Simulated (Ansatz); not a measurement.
**Two runs on Ti**

System: Ti (P6₃/mmc, 2 atoms in the cell).
Method of the first run: DFT, PBE, all-electron LAPW, scalar-relativistic, no spin polarisation (Ansatz 0.2.0).

The structure derives from an entry of the Crystallography Open Database. Text and figures count atoms from 1; the logs count them from 0 in places.

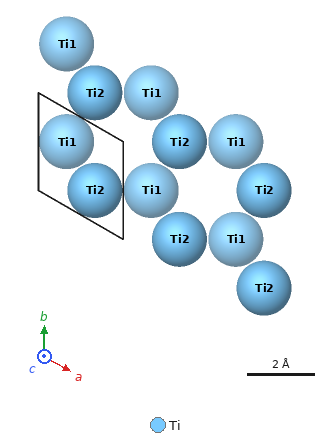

**Figure 1.** The structure as given in the input (spheres-only view of the cell of the calculation, repeated 3 × 2 × 1, along the c axis; atoms are numbered from 1 in the order of the input).

Input, the first run:
```yaml
crystal:
  lattice:
    - [2.95, 0.0, 0.0]
    - [-1.475, 2.5547749412, 0.0]
    - [0.0, 0.0, 4.68]
  atoms:
    - { symbol: Ti, position: [0.3333333333, 0.6666666667, 0.25] }
    - { symbol: Ti, position: [0.6666666667, 0.3333333333, 0.75] }
kpoints:
  mp_grid: { grid: [13, 13, 7] }
scf:
  occupations: { method: fermi_dirac, width: 0.05 }
  lower_state_search: "off"
hamiltonian:
  xc: pbe
  pseudopotentials: { kind: all_electron, lapw: { basis_error: 0.001 } }
output:
  forces: true
  stress: true
  eigenvalues: false
  populations: true
  dos: { projected: true, de: 0.1, e_range: [-8, 5] }
```

Command:
```bash
ansatz run input.yaml --threads 1 --pin off --max-ram 3072MiB --backend cpu --events-out ev --progress --plain --runs-dir out
```

Hardware: 1 thread of Arm Neoverse N1, 24 GiB of memory available, shared host.

Output, shortened to warnings, some set-up lines, iterations and results (the first run):
```
Basis set: ecut = 220.14621424188078 eV, 263 PW (Γ), exchange–correlation at level 2
Symmetry: 24 space group operations
k-points: 84 of 1183
Initial density: superposition of atomic densities (chi_scale 0.1, normalization cell)
[...]
SCF iter   1: F=—  HF=-46467.039702 eV  |F-HF|=—  |Δ(HF+E_count)|=         —  Δρ=2.58e-2  dr2=1.74e-1  ethr=7.18e-4  ⟨swp⟩=2.6  Hψ=9561  notcnv=0
SCF iter   2: F=—  HF=-46466.692210 eV  |F-HF|=—  |Δ(HF+E_count)|=   3.47e-1  Δρ=9.20e-3  dr2=3.09e-2  ethr=7.18e-4  ⟨swp⟩=3.0  Hψ=5008  notcnv=0
SCF iter   3: F=—  HF=-46466.668593 eV  |F-HF|=—  |Δ(HF+E_count)|=         —  Δρ=6.06e-3  dr2=1.16e-2  ethr=1.29e-4  ⟨swp⟩=2.4  Hψ=4580  notcnv=0
SCF iter   4: F=—  HF=-46466.667560 eV  |F-HF|=—  |Δ(HF+E_count)|=   1.03e-3  Δρ=6.48e-4  dr2=1.26e-4  ethr=5.28e-7  ⟨swp⟩=2.0  Hψ=7020  notcnv=0
SCF iter   5: F=—  HF=-46466.667569 eV  |F-HF|=—  |Δ(HF+E_count)|=   9.27e-6  Δρ=8.53e-5  dr2=2.10e-6  ethr=5.26e-7  ⟨swp⟩=2.0  Hψ=4267  notcnv=0
SCF iter   6: F=-46466.667568 eV  HF=-46466.667568 eV  |F-HF|=3.02e-8  |Δ(HF+E_count)|=   1.20e-6  Δρ=6.80e-6  dr2=1.27e-8  ethr=8.76e-9  ⟨swp⟩=2.5  Hψ=4339  notcnv=0
SCF 1 converged in 6 iterations: F = -46466.667568 eV  dr2 = 1.27e-8
SCF converged after 6 iterations
Free energy (F): -46466.667568 eV
Harris-Foulkes:  -46466.667568 eV  (|F-HF|=3.02e-8)
Internal energy: -46466.649436 eV  (E = F + TS)
E sigma→0 (E₀):  -46466.658502 eV
Entropy (-TS):   -0.018132 eV (-9.066 meV/atom)
Fermi energy:    13.554911 eV
--- Per-component energies (eV) ---
  E_band       = -311.268277
  E_kinetic    = 46914.325879
  E_xc         = -2295.662007
  E_electrostatic = -91085.313308  (all electrons and nuclei)
  E_smearing   = -0.018132  (= −TS)
  E_closure    = 0.000000  (closes the sum)
  E_atoms      = -46453.242101  (free atoms, spherical and without spin; not in F)
  Σ components = -46466.667568   (vs F -46466.667568, Δ=0.00e0)
  Basis errors (estimates in eV, not in F): energy 1.3e-4 per atom: plane waves 8.8e-5 (4.5e-5 summed), levels above the bands 3.0e-16, relativity 9.1e-9, radial functions 4.4e-5, core shells 2.4e-8; eigenvalues (radial functions only) 9.5e-7; not estimated: angular momenta, meshes, grids; target …
--- Forces (eV/Å), atoms counted from 1 ---
  atom   1  Ti     0.00000000     0.00000000    -0.00000000
  atom   2  Ti     0.00000000    -0.00000000     0.00000000
  max |Σ_I F_I| component: 7.40e-17 eV/Å
--- Stress (GPa, compression-positive) ---
       -1.417073       0.000000       0.000000
        0.000000      -1.417073       0.000000
        0.000000       0.000000      -1.679681
  P = ⅓ Tr σ = -1.5046 GPa (-15.046 kbar)
--- Löwdin populations: 2 sites ---
  site symbol       q [e]
     0     Ti     21.8721
     1     Ti     21.8721
  spilling = 0.005814 (of n_electrons = 44.000000)
settings of this run that can trade accuracy for cost: output.eigenvalues: false. Do not mix this run's numbers with those of runs without the same settings; the input reference describes each key
```

The input of the second run differs as follows (lines with − go, lines with + come):
```diff
+  convergence: { dr2_threshold: 1.0e-20 }
+  max_iter: 60
-  dos: { projected: true, de: 0.1, e_range: [-8, 5] }
```

How does the second run compare with the first run?

Both reach the same energy, so the change doesn't alter the result. The SCF takes 13 iterations against 6. On the same kind of shared host the second run took about 1.4 times as long.

Output, shortened to warnings, some set-up lines, iterations and results (the second run):
```
Basis set: ecut = 220.14621424188078 eV, 263 PW (Γ), exchange–correlation at level 2
Symmetry: 24 space group operations
k-points: 84 of 1183
Initial density: superposition of atomic densities (chi_scale 0.1, normalization cell)
[...]
SCF iter   1: F=—  HF=-46467.039702 eV  |F-HF|=—  |Δ(HF+E_count)|=         —  Δρ=2.58e-2  dr2=1.74e-1  ethr=7.18e-4  ⟨swp⟩=2.6  Hψ=9561  notcnv=0
SCF iter   2: F=—  HF=-46466.692210 eV  |F-HF|=—  |Δ(HF+E_count)|=   3.47e-1  Δρ=9.20e-3  dr2=3.09e-2  ethr=7.18e-4  ⟨swp⟩=3.0  Hψ=5008  notcnv=0
SCF iter   3: F=—  HF=-46466.668593 eV  |F-HF|=—  |Δ(HF+E_count)|=         —  Δρ=6.06e-3  dr2=1.16e-2  ethr=1.29e-4  ⟨swp⟩=2.4  Hψ=4580  notcnv=0
SCF iter   4: F=—  HF=-46466.667560 eV  |F-HF|=—  |Δ(HF+E_count)|=   1.03e-3  Δρ=6.48e-4  dr2=1.26e-4  ethr=5.28e-7  ⟨swp⟩=2.0  Hψ=7020  notcnv=0
SCF iter   5: F=—  HF=-46466.667569 eV  |F-HF|=—  |Δ(HF+E_count)|=   9.27e-6  Δρ=8.53e-5  dr2=2.10e-6  ethr=5.26e-7  ⟨swp⟩=2.0  Hψ=4267  notcnv=0
SCF iter   6: F=—  HF=-46466.667568 eV  |F-HF|=—  |Δ(HF+E_count)|=   1.20e-6  Δρ=6.80e-6  dr2=1.27e-8  ethr=8.76e-9  ⟨swp⟩=2.5  Hψ=4339  notcnv=0
SCF iter   7: F=—  HF=-46466.667568 eV  |F-HF|=—  |Δ(HF+E_count)|=   1.06e-8  Δρ=6.20e-7  dr2=1.16e-10  ethr=5.29e-11  ⟨swp⟩=3.0  Hψ=4602  notcnv=0
SCF iter   8: F=—  HF=-46466.667568 eV  |F-HF|=—  |Δ(HF+E_count)|=  4.44e-10  Δρ=8.10e-8  dr2=1.07e-12  ethr=1.00e-12  ⟨swp⟩=2.7  Hψ=4362  notcnv=0
SCF iter   9: F=—  HF=-46466.667568 eV  |F-HF|=—  |Δ(HF+E_count)|=  1.53e-10  Δρ=8.38e-9  dr2=8.78e-15  ethr=1.00e-12  ⟨swp⟩=2.0  Hψ=4265  notcnv=0
SCF iter  10: F=—  HF=-46466.667568 eV  |F-HF|=—  |Δ(HF+E_count)|=    0.00e0  Δρ=5.59e-10  dr2=4.77e-17  ethr=1.00e-12  ⟨swp⟩=2.0  Hψ=4265  notcnv=0
SCF iter  11: F=—  HF=-46466.667568 eV  |F-HF|=—  |Δ(HF+E_count)|=  2.18e-11  Δρ=6.01e-11  dr2=6.39e-19  ethr=1.00e-12  ⟨swp⟩=2.0  Hψ=4265  notcnv=0
SCF iter  12: F=—  HF=-46466.667568 eV  |F-HF|=—  |Δ(HF+E_count)|=  7.28e-12  Δρ=2.46e-11  dr2=1.61e-19  ethr=1.00e-12  ⟨swp⟩=2.0  Hψ=4265  notcnv=0
SCF iter  13: F=-46466.667568 eV  HF=-46466.667568 eV  |F-HF|=3.64e-11  |Δ(HF+E_count)|=  7.28e-11  Δρ=3.60e-12  dr2=3.21e-21  ethr=1.00e-12  ⟨swp⟩=2.0  Hψ=4265  notcnv=0
SCF 1 converged in 13 iterations: F = -46466.667568 eV  dr2 = 3.21e-21
SCF converged after 13 iterations
Free energy (F): -46466.667568 eV
Harris-Foulkes:  -46466.667568 eV  (|F-HF|=3.64e-11)
Internal energy: -46466.649435 eV  (E = F + TS)
E sigma→0 (E₀):  -46466.658501 eV
Entropy (-TS):   -0.018133 eV (-9.066 meV/atom)
Fermi energy:    13.554825 eV
--- Per-component energies (eV) ---
  E_band       = -311.271670
  E_kinetic    = 46914.338712
  E_xc         = -2295.663315
  E_electrostatic = -91085.324832  (all electrons and nuclei)
  E_smearing   = -0.018133  (= −TS)
  E_closure    = 0.000000  (closes the sum)
  E_atoms      = -46453.242101  (free atoms, spherical and without spin; not in F)
  Σ components = -46466.667568   (vs F -46466.667568, Δ=0.00e0)
  Basis errors (estimates in eV, not in F): energy 1.3e-4 per atom: plane waves 8.8e-5 (4.5e-5 summed), levels above the bands 7.7e-11, relativity 9.1e-9, radial functions 4.4e-5, core shells 2.4e-8; eigenvalues (radial functions only) 9.5e-7; not estimated: angular momenta, meshes, grids; target …
--- Forces (eV/Å), atoms counted from 1 ---
  atom   1  Ti     0.00000000     0.00000000    -0.00000000
  atom   2  Ti     0.00000000     0.00000000     0.00000000
  max |Σ_I F_I| component: 0.00e0 eV/Å
--- Stress (GPa, compression-positive) ---
       -1.417159      -0.000000       0.000000
       -0.000000      -1.417159       0.000000
        0.000000       0.000000      -1.679825
  P = ⅓ Tr σ = -1.5047 GPa (-15.047 kbar)
--- Löwdin populations: 2 sites ---
  site symbol       q [e]
     0     Ti     21.8721
     1     Ti     21.8721
  spilling = 0.005814 (of n_electrons = 44.000000)
settings of this run that can trade accuracy for cost: output.eigenvalues: false. Do not mix this run's numbers with those of runs without the same settings; the input reference describes each key
```

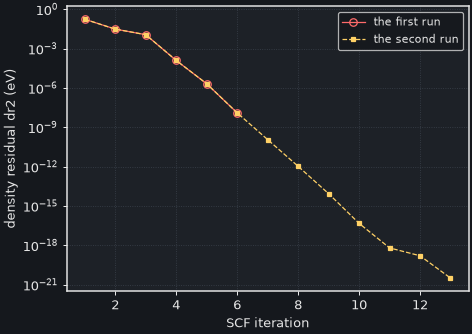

**Figure 2.** Convergence of the two runs: density residual dr2 against the SCF iteration. The first run takes 6 iterations in all, and the second run takes 13.

The two runs side by side:

```csv
quantity,the first run,the second run
outcome,converged,converged
free energy per atom (eV),−23233.3338,−23233.3338
"energy per atom, smearing taken to zero (eV)",−23233.3293,−23233.3293
pressure (GPa),−1.50,−1.50
largest force (eV/Å),0.000,0.000
SCF iterations,6,13
irreducible k-points,84,84
plane waves at Γ,263,263
wall time (shared host),16 s,23 s
```

For the second run: A setting was made wrong on purpose: an extremely tight threshold (`scf.convergence.dr2_threshold`). The threshold was met all the same, at the cost of more iterations.
